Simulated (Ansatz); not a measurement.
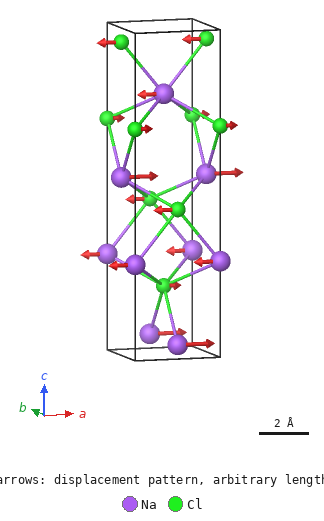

One vibrational mode of crystalline NaCl (a generated structure) at the zone centre. The red arrows are the displacements of the atoms (eigenvector over the root of the mass), of arbitrary overall length and sign. Style: ball-and-stick. Shown: the conventional cell (2 times the calculation's cell), slightly off an axis. Lengths and directions refer to the drawn axes.

Level of theory: DFT PBE, scalar-relativistic, plane waves, PAW (Ansatz). Settings: plane-wave cutoff 420 eV; k-point mesh 8 × 8 × 8; occupations fixed; no spin polarisation.

Frequencies are those without the non-analytic (LO–TO) term.

### Describe the mode and give its frequency.

This is the E mode (doubly degenerate; one member of the set is drawn) at 126 cm⁻¹, optical level 2 of 6, counted from below, infrared- and Raman-active by symmetry. All motion is along a; the kinetic energy is shared as Na 62 %, Cl 38 %. Its infrared intensity is 0.32 (D/Å)²/amu for the set.
